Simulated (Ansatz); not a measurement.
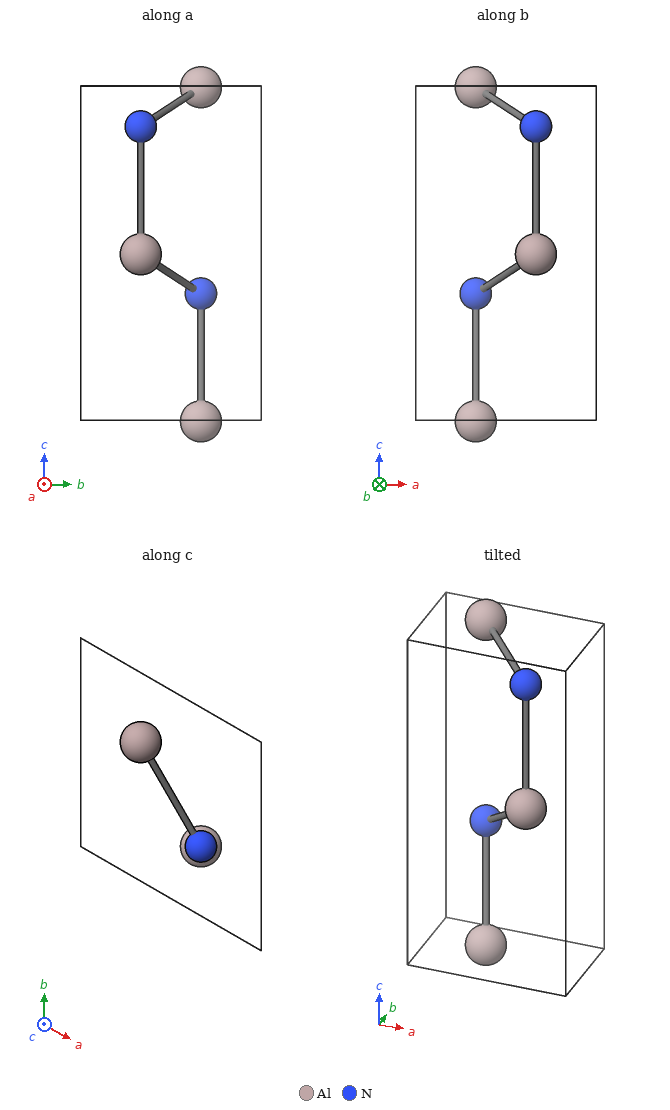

The structure above is drawn in ball-and-stick style and viewed along the a axis, along the b axis, along the c axis and slightly off an axis. The outline marks the conventional unit cell.

Lattice parameters: a = 2.951 Å, b = 2.951 Å, c = 4.730 Å, α = 90.00°, β = 90.00°, γ = 120.00°. Put a along x and b in the xy plane.

**From the views, write a POSCAR file, with free fractional coordinates to two decimals.**

```
Al N
1.0
     2.951    0.000    0.000
    -1.476    2.556    0.000
     0.000    0.000    4.730
Al N
2 2
Direct
  0.3333 0.6667 0.00
  0.6667 0.3333 0.50
  0.3333 0.6667 0.38
  0.6667 0.3333 0.88
```

The model was built from a structure type filled with these elements by a generator (whether the compound takes this form wasn't checked). The cell was then strained or its atoms displaced on purpose. It went into a calculation with Ansatz.

At this level of theory the cell isn't at rest (compressed, at 48 GPa), so its distances can differ from those at equilibrium, the more so the softer the solid.
